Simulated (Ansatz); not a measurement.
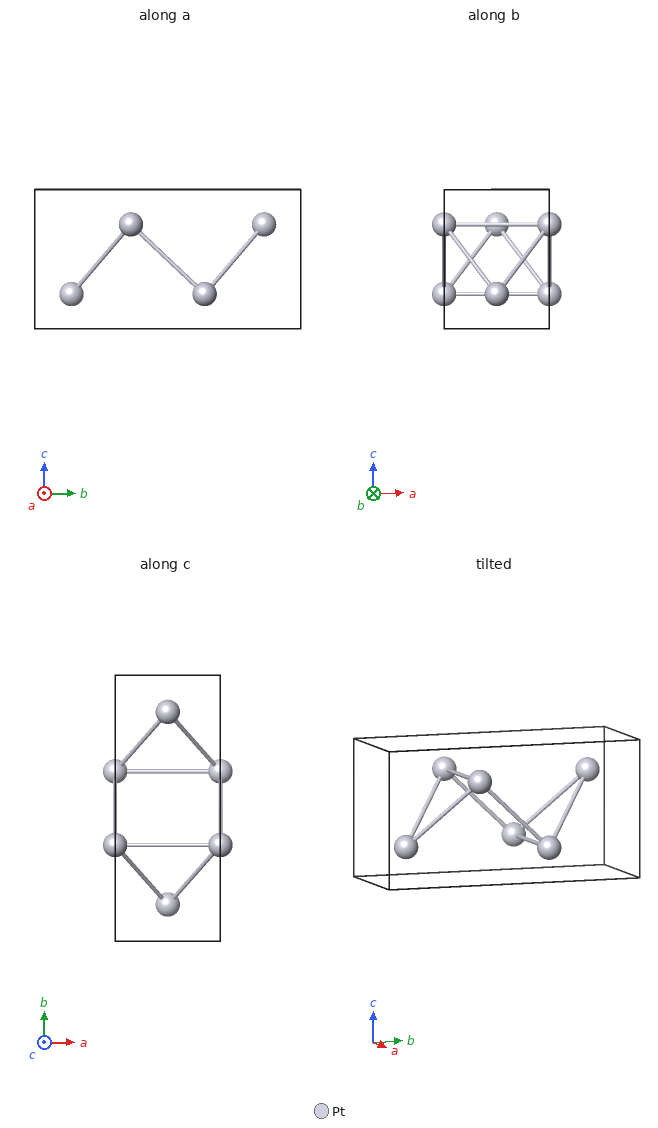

An orthographic ball-and-stick view of the structure, along the a axis, along the b axis, along the c axis and slightly off an axis. The parallelepiped is the drawn cell (a repeat of the simulation cell).

Lattice parameters: a = 2.773 Å, b = 7.015 Å, c = 3.670 Å, α = 90.00°, β = 89.96°, γ = 90.00°. Put a along x and b in the xy plane.

Q: Write down what is shown as a POSCAR file, with free fractional coordinates to two decimals.

A:
```
Pt
1.0
     2.773    0.000    0.000
     0.000    7.015    0.000
     0.002    0.000    3.670
Pt
4
Direct
  0.00 0.36 0.75
  0.00 0.64 0.25
  0.50 0.86 0.75
  0.50 0.14 0.25
```

It goes back to a structure type filled with this element by a generator (whether the element takes this form wasn't checked). What is shown is the relaxed result from DFT, BLYP, plane waves (420 eV) with PAW, scalar-relativistic (Ansatz).
